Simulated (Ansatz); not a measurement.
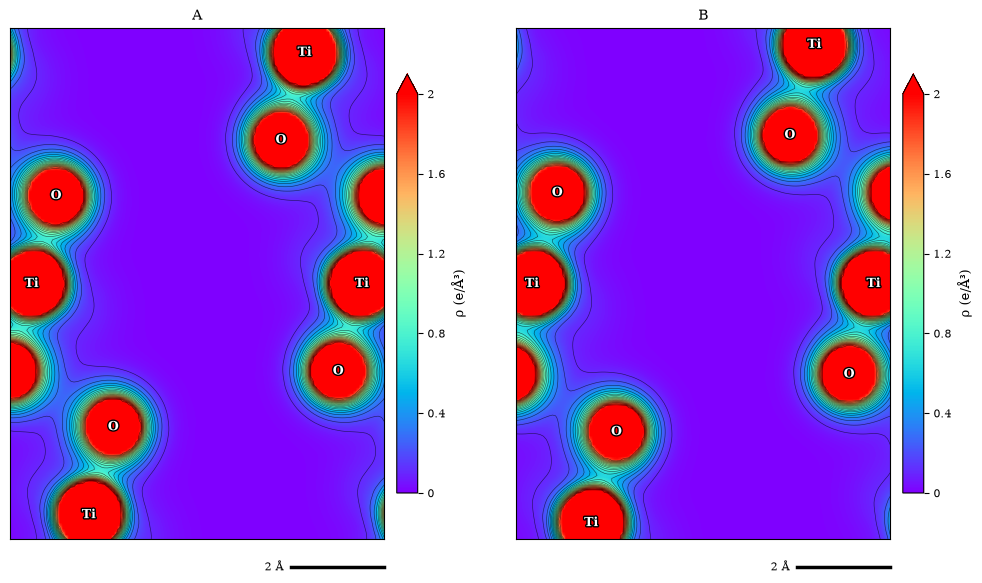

TiO$_{2}$. The valence pseudo-density of two cells that differ in size, on the (101̄) plane of each (indices in the axes of the calculation cell), at one length scale and on one colour scale: B has 18.8 Å³ an atom and A 17.0.

Method: Ansatz 0.2.0, Kohn-Sham DFT of a periodic cell, PBE, Ansatz PAW.

What does the compression do to the bonding and the properties?

Answer. From the larger cell to the smaller, Ti–O goes from 2.01 to 1.94 Å, and the density at its midpoint from 0.64 to 0.75 e/Å³; the pressure goes from −5 to 8 GPa; the Kohn–Sham gap goes from 2.6 eV to 2.9 eV.
